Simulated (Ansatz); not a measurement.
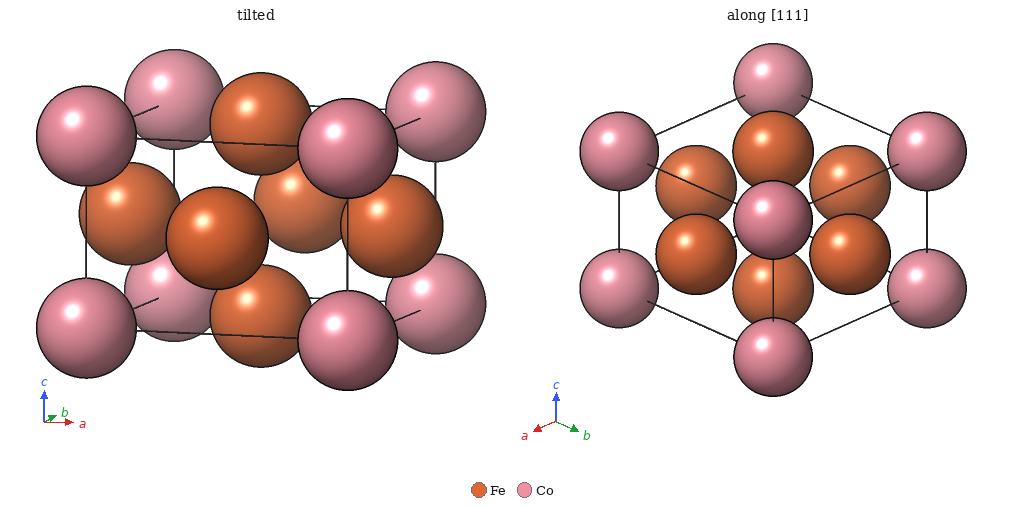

View slightly off an axis and along [111], drawn as a spheres-only model. The frame is the conventional unit cell; atoms at its boundary are shown with their periodic copies. Cell: a = 3.967 Å, b = 3.967 Å, c = 2.791 Å, α = 90.00°, β = 90.00°, γ = 90.00°.

What can be read from this drawing?

- The material is Fe₃Co.
- It belongs to space group P4/mmm (No. 123) and has a primitive tetragonal lattice.
- In the cell are 3 Fe, 1 Co, which makes 1 formula unit.
- Each Co atom is coordinated by eight Fe in a cubic arrangement at about 2.4 Å. Fe takes two kinds of site: 1c with eight Fe in a cubic arrangement at about 2.4 Å; 2e with four Fe and four Co in a cubic arrangement (about 2.4 Å to Fe, 2.4 Å to Co). Not all metal-metal contacts are counted.

Source of the structure: a structure listed in the Materials Project, with elements exchanged, so it need not be a known form of the compound. The picture shows the end point of a geometry optimisation with DFT PBEsol, scalar-relativistic, plane waves, PAW (Ansatz 0.2.0).
